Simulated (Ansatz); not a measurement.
Run report: GaP4, geometry relaxation (part 3 of 3)

Continued. System: GaP4 (Cmmm, 5 atoms in the cell). Method: DFT PBE, scalar-relativistic, plane waves, PAW, no spin polarisation (Ansatz 0.2.0); cutoff 420 eV, 10×10×8 k-mesh, Gaussian smearing of 0.1 eV. The structure was made by a generator, so it may or may not be a known phase.

Geometry of the input (Å; fractional positions):
```
2.2839  -3.5631  0.0000
2.2839  3.5631  0.0000
0.0000  0.0000  5.8163
Ga 0.5000  0.5000  0.0000
P  0.8049  0.1951  0.6920
P  0.1951  0.8049  0.6920
P  0.1951  0.8049  0.3080
P  0.8049  0.1951  0.3080
```

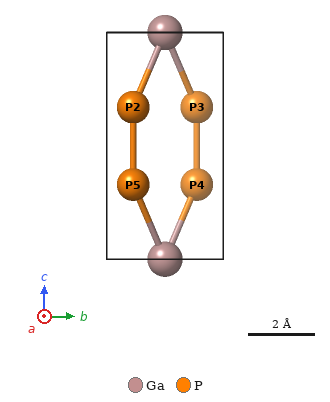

Fig. 1: The geometry at step 22 of the log (ball-and-stick view of the cell of the calculation, along the a axis; atoms are numbered from 1 in the order of the input).

Trajectory as extended XYZ, continued
```
5
Lattice="2.3696 -3.1782 0.0000 2.3696 3.1782 0.0000 0.0000 0.0000 6.2342" Properties=species:S:1:pos:R:3:forces:R:3 step=14 energy=-6804.19075 pressure_GPa=-0.01
Ga    2.3696    0.0000    0.0000    0.0000   0.0000   0.0000
P     2.3696   -1.8495    4.2215    0.0000  -0.0002   0.0091
P     2.3696    1.8495    4.2215    0.0000   0.0002   0.0091
P     2.3696    1.8495    2.0126    0.0000   0.0002  -0.0091
P     2.3696   -1.8495    2.0126    0.0000  -0.0002  -0.0091
5
Lattice="2.3724 -3.1362 0.0000 2.3724 3.1362 0.0000 0.0000 0.0000 6.3258" Properties=species:S:1:pos:R:3:forces:R:3 step=15 energy=-6804.19375 pressure_GPa=0.12
Ga    2.3724    0.0000    0.0000    0.0000   0.0000   0.0000
P     2.3724   -1.8227    4.2642    0.0000   0.0190   0.0937
P     2.3724    1.8227    4.2642    0.0000  -0.0190   0.0937
P     2.3724    1.8227    2.0616    0.0000  -0.0190  -0.0937
P     2.3724   -1.8227    2.0616    0.0000   0.0190  -0.0937
5
Lattice="2.3939 -2.9765 0.0000 2.3939 2.9765 0.0000 0.0000 0.0000 6.5946" Properties=species:S:1:pos:R:3:forces:R:3 step=16 energy=-6804.25906 pressure_GPa=0.66
Ga    2.3939    0.0000    0.0000    0.0000   0.0000   0.0000
P     2.3939   -1.7150    4.3886    0.0000   0.0542   0.6444
P     2.3939    1.7150    4.3886    0.0000  -0.0542   0.6444
P     2.3939    1.7150    2.2060    0.0000  -0.0542  -0.6444
P     2.3939   -1.7150    2.2060    0.0000   0.0542  -0.6444
5
Lattice="2.4257 -2.8030 0.0000 2.4257 2.8030 0.0000 0.0000 0.0000 6.6128" Properties=species:S:1:pos:R:3:forces:R:3 step=17 energy=-6804.49218 pressure_GPa=0.19
Ga    2.4257    0.0000    0.0000    0.0000   0.0000   0.0000
P     2.4257   -1.5987    4.4433    0.0000   0.0928   0.1695
P     2.4257    1.5987    4.4433    0.0000  -0.0928   0.1695
P     2.4257    1.5987    2.1695    0.0000  -0.0928  -0.1695
P     2.4257   -1.5987    2.1695    0.0000   0.0928  -0.1695
5
Lattice="2.4427 -2.6293 0.0000 2.4427 2.6293 0.0000 0.0000 0.0000 6.7807" Properties=species:S:1:pos:R:3:forces:R:3 step=18 energy=-6804.62967 pressure_GPa=1.24
Ga    2.4427    0.0000    0.0000    0.0000   0.0000   0.0000
P     2.4427   -1.4832    4.5493    0.0000   0.2808   0.2067
P     2.4427    1.4832    4.5493    0.0000  -0.2808   0.2067
P     2.4427    1.4832    2.2314    0.0000  -0.2808  -0.2067
P     2.4427   -1.4832    2.2314    0.0000   0.2808  -0.2067
5
Lattice="2.4472 -2.4565 0.0000 2.4472 2.4565 0.0000 0.0000 0.0000 6.9959" Properties=species:S:1:pos:R:3:forces:R:3 step=19 energy=-6804.63479 pressure_GPa=2.07
Ga    2.4472    0.0000    0.0000    0.0000   0.0000   0.0000
P     2.4472   -1.3266    4.6967    0.0000   0.0278  -0.0051
P     2.4472    1.3266    4.6967    0.0000  -0.0278  -0.0051
P     2.4472    1.3266    2.2992    0.0000  -0.0278   0.0051
P     2.4472   -1.3266    2.2992    0.0000   0.0278   0.0051
5
Lattice="2.3933 -2.5401 0.0000 2.3933 2.5401 0.0000 0.0000 0.0000 7.0392" Properties=species:S:1:pos:R:3:forces:R:3 step=20 energy=-6804.63058 pressure_GPa=0.41 accepted=F
Ga    2.3933    0.0000    0.0000    0.0000   0.0000   0.0000
P     2.3933   -1.3610    4.7250    0.0000  -0.3198  -0.1248
P     2.3933    1.3610    4.7250    0.0000   0.3198  -0.1248
P     2.3933    1.3610    2.3142    0.0000   0.3198   0.1248
P     2.3933   -1.3610    2.3142    0.0000  -0.3198   0.1248
5
Lattice="2.4507 -2.4975 0.0000 2.4507 2.4975 0.0000 0.0000 0.0000 6.9991" Properties=species:S:1:pos:R:3:forces:R:3 step=21 energy=-6804.66324 pressure_GPa=0.65
Ga    2.4507    0.0000    0.0000    0.0000   0.0000   0.0000
P     2.4507   -1.3516    4.6953    0.0000  -0.0283  -0.0526
P     2.4507    1.3516    4.6953    0.0000   0.0283  -0.0526
P     2.4507    1.3516    2.3038    0.0000   0.0283   0.0526
P     2.4507   -1.3516    2.3038    0.0000  -0.0283   0.0526
5
Lattice="2.4507 -2.5644 0.0000 2.4507 2.5644 0.0000 0.0000 0.0000 6.9024" Properties=species:S:1:pos:R:3:forces:R:3 step=22 energy=-6804.68095 pressure_GPa=0.24
Ga    2.4507    0.0000    0.0000    0.0000   0.0000   0.0000
P     2.4507   -1.4008    4.6286    0.0000  -0.0624  -0.0002
P     2.4507    1.4008    4.6286    0.0000   0.0624  -0.0002
P     2.4507    1.4008    2.2738    0.0000   0.0624   0.0002
P     2.4507   -1.4008    2.2738    0.0000  -0.0624   0.0002
5
Lattice="2.4503 -2.5579 0.0000 2.4503 2.5579 0.0000 0.0000 0.0000 6.9407" Properties=species:S:1:pos:R:3:forces:R:3 step=23 energy=-6804.68246 pressure_GPa=0.06
Ga    2.4503    0.0000    0.0000    0.0000   0.0000   0.0000
P     2.4503   -1.4012    4.6526    0.0000   0.0177  -0.0303
P     2.4503    1.4012    4.6526    0.0000  -0.0177  -0.0303
P     2.4503    1.4012    2.2881    0.0000  -0.0177   0.0303
P     2.4503   -1.4012    2.2881    0.0000   0.0177   0.0303
5
Lattice="2.4493 -2.5671 0.0000 2.4493 2.5671 0.0000 0.0000 0.0000 6.9430" Properties=species:S:1:pos:R:3:forces:R:3 step=24 energy=-6804.68279 pressure_GPa=-0.04
Ga    2.4493    0.0000    0.0000    0.0000   0.0000   0.0000
P     2.4493   -1.4066    4.6492    0.0000  -0.0067   0.0073
P     2.4493    1.4066    4.6492    0.0000   0.0067   0.0073
P     2.4493    1.4066    2.2938    0.0000   0.0067  -0.0073
P     2.4493   -1.4066    2.2938    0.0000  -0.0067  -0.0073
5
Lattice="2.4502 -2.5635 0.0000 2.4502 2.5635 0.0000 0.0000 0.0000 6.9434" Properties=species:S:1:pos:R:3:forces:R:3 step=25 energy=-6804.68290 pressure_GPa=-0.01
Ga    2.4502    0.0000    0.0000    0.0000   0.0000   0.0000
P     2.4502   -1.4041    4.6504    0.0000   0.0000  -0.0029
P     2.4502    1.4041    4.6504    0.0000   0.0000  -0.0029
P     2.4502    1.4041    2.2929    0.0000   0.0000   0.0029
P     2.4502   -1.4041    2.2929    0.0000   0.0000   0.0029
5
Lattice="2.4502 -2.5635 0.0000 2.4502 2.5635 0.0000 0.0000 0.0000 6.9434" Properties=species:S:1:pos:R:3:forces:R:3 step=26 energy=-6804.71976 pressure_GPa=0.55
Ga    2.4502    0.0000    0.0000    0.0000   0.0000   0.0000
P     2.4502   -1.4041    4.6504    0.0000   0.0014  -0.0129
P     2.4502    1.4041    4.6504    0.0000  -0.0014  -0.0129
P     2.4502    1.4041    2.2929    0.0000  -0.0014   0.0129
P     2.4502   -1.4041    2.2929    0.0000   0.0014   0.0129
5
Lattice="2.4541 -2.5595 0.0000 2.4541 2.5595 0.0000 0.0000 0.0000 7.0057" Properties=species:S:1:pos:R:3:forces:R:3 step=27 energy=-6804.72423 pressure_GPa=0.13
Ga    2.4541    0.0000    0.0000    0.0000   0.0000   0.0000
P     2.4541   -1.3995    4.6814    0.0000   0.0070  -0.0111
P     2.4541    1.3995    4.6814    0.0000  -0.0070  -0.0111
P     2.4541    1.3995    2.3243    0.0000  -0.0070   0.0111
P     2.4541   -1.3995    2.3243    0.0000   0.0070   0.0111
5
Lattice="2.4573 -2.5556 0.0000 2.4573 2.5556 0.0000 0.0000 0.0000 7.0369" Properties=species:S:1:pos:R:3:forces:R:3 step=28 energy=-6804.72469 pressure_GPa=-0.03
Ga    2.4573    0.0000    0.0000    0.0000   0.0000   0.0000
P     2.4573   -1.3948    4.6953    0.0000   0.0018   0.0011
P     2.4573    1.3948    4.6953    0.0000  -0.0018   0.0011
P     2.4573    1.3948    2.3416    0.0000  -0.0018  -0.0011
P     2.4573   -1.3948    2.3416    0.0000   0.0018  -0.0011
5
Lattice="2.4558 -2.5552 0.0000 2.4558 2.5552 0.0000 0.0000 0.0000 7.0365" Properties=species:S:1:pos:R:3:forces:R:3 step=29 energy=-6804.72471 pressure_GPa=0.01
Ga    2.4558    0.0000    0.0000    0.0000   0.0000   0.0000
P     2.4558   -1.3942    4.6952    0.0000  -0.0014   0.0007
P     2.4558    1.3942    4.6952    0.0000   0.0014   0.0007
P     2.4558    1.3942    2.3413    0.0000   0.0014  -0.0007
P     2.4558   -1.3942    2.3413    0.0000  -0.0014  -0.0007
5
Lattice="2.4558 -2.5552 0.0000 2.4558 2.5552 0.0000 0.0000 0.0000 7.0365" Properties=species:S:1:pos:R:3:forces:R:3 step=30 energy=-6804.72494 pressure_GPa=0.02
Ga    2.4558    0.0000    0.0000    0.0000   0.0000   0.0000
P     2.4558   -1.3942    4.6952    0.0000  -0.0014   0.0007
P     2.4558    1.3942    4.6952    0.0000   0.0014   0.0007
P     2.4558    1.3942    2.3413    0.0000   0.0014  -0.0007
P     2.4558   -1.3942    2.3413    0.0000  -0.0014  -0.0007
```

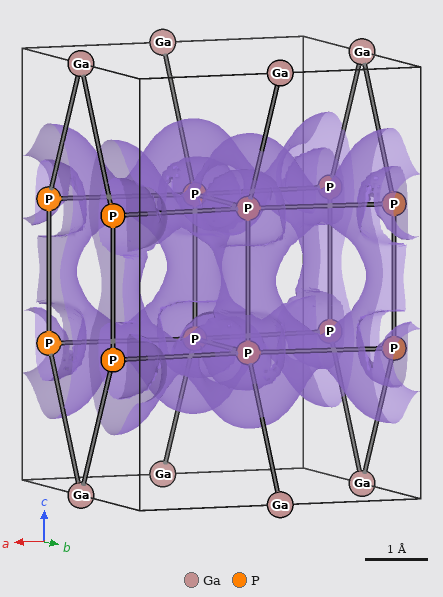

Fig. 2: Isosurface of the electron localisation function at 0.7 (purple), seen at an oblique angle. Only the valence region is drawn (cores and ρ < 0.01 e/Å³ removed). Sticks mark near contacts. The outline is the cell set on symmetry axes. Values along the shortest contacts: P–P (2.32 Å): the ELF peaks at about 0.90 between the atoms (a shared electron pair). Ga–P (2.72 Å): the ELF is about 0.50 at the midpoint. In a PAW calculation such maps are meaningful between the atoms, not at the nuclei.

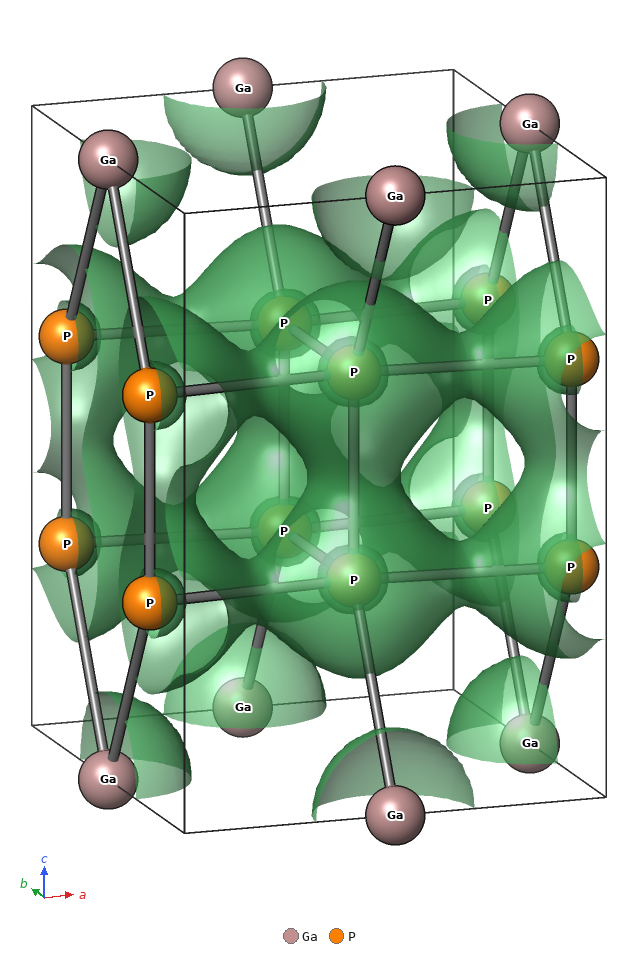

Fig. 3: Isosurface of the valence electron density at 0.4 e/Å³ (green), seen slightly off an axis. Sticks mark near contacts. The outline is the cell set on symmetry axes. At this value the density is joined into sheets; it holds about 65 % of the electrons treated as valence (semicore included). It is pinched off along the Ga–P (2.72 Å) contacts. On the grid the lowest density along these lines, outside the cores, is 0.64 e/Å³ (P–P, 2.32 Å), 0.27 e/Å³ (Ga–P, 2.72 Å) and 0.49 e/Å³ (P–P, 2.47 Å).

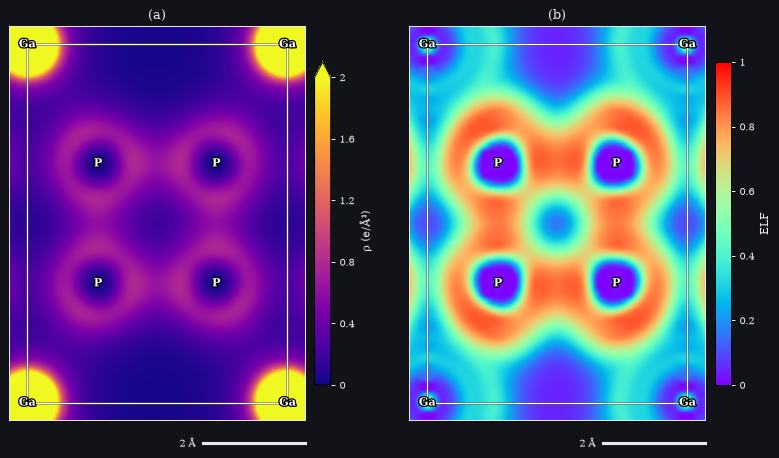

Fig. 4: (a) valence charge density (pseudo); (b) ELF on the (100) plane of the conventional cell. Atoms in the plane: Ga and P. P–P (2.32 Å): ρ is about 0.64 e/Å³ halfway, a local maximum along the line; the ELF peaks at about 0.90 between the atoms (a covalent bond). Ga–P (2.72 Å): ρ at the midpoint is about 0.28 e/Å³; the ELF is about 0.50 at the midpoint. Away from the nuclei the density in this plane falls to 0.03 e/Å³ at its lowest. The strong features right at Ga lie inside the PAW spheres (semicore, d or f shells) and say nothing about bonding.

Results in brief

```tsv
quantity	value
outcome	converged
space group (tolerance 0.01 Å)	Cmmm (65)
electrons treated	33
free energy	−6804.7249 eV
Fermi energy	8.932 eV
gap on the k-point mesh	none (metallic)
pressure	0.02 GPa
final volume	88.31 Å³
largest force (length of the vector) at the end	0.002 eV/Å
final cell	a = 3.544 Å, b = 3.544 Å, c = 7.036 Å, α = 90.00°, β = 90.00°, γ = 92.27°
hardware	1 thread of Arm Neoverse V1, 24 GiB of memory available, shared host
wall time	14 min
peak memory	0.56 GiB
```
